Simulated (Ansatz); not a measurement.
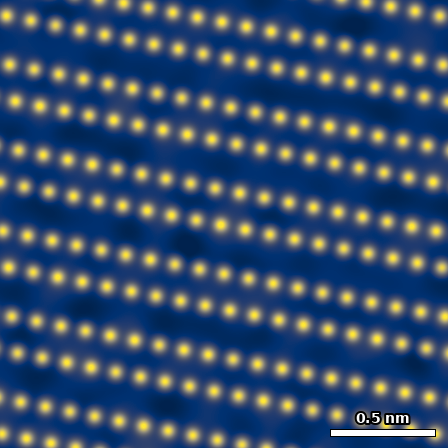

Z-contrast image of Ru (Cmcm, No. 63) along [102]. The image is simulated as a sum over atoms of Z^1.8, blurred by a 0.60 Å probe (no channelling). The probe carries 25 % of its weight in a tail 2.5 times as wide. The speckle of an amorphous layer was added. Model: the geometry relaxed with DFT, PBE, plane waves (420 eV) with PAW, scalar-relativistic in Ansatz 0.2.0; the starting structure was generated, so it need not be a known form of this composition.

Q: Describe what the image shows.

A: The columns repeat on a rectangular net of 1.22 × 4.00 Å (plane group p2mg). All columns are alike (Ru). The shortest distance between visible columns is 1.22 Å in projection. Along the beam the structure repeats every 6.06 Å.
